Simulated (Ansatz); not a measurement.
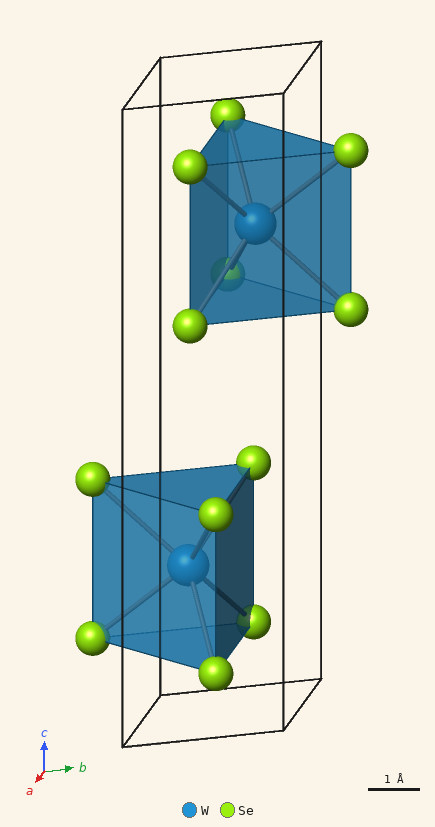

Shown here is a polyhedral view of the crystal, taken slightly off an axis. The parallelepiped is the unit cell. Some atoms of the next cells are drawn as well.

WSe2, a = 3.45 Å, b = 3.34 Å, c = 13.15 Å, α = 90.00°, β = 90.00°, γ = 121.12°.

Method used: DFT, r2SCAN, plane waves, PAW in Ansatz. It ran with a plane-wave cutoff of 500 eV, a 12×12×2 grid in reciprocal space, no spin polarisation.

Question: Metal or not?

Answer: A semiconductor at this level, with a gap of 0.95 eV, indirect; the smallest direct gap is 1.34 eV.

Question: How far is the cell from zero pressure?

Answer: The computed pressure is -2.2 GPa (stretched: it would shrink). The stress isn't hydrostatic: its largest component is 6.5 GPa.

Origin of the cell: a structure listed in the Materials Project. The cell was then strained or its atoms displaced on purpose. An electronic-structure calculation with Ansatz was run on it.
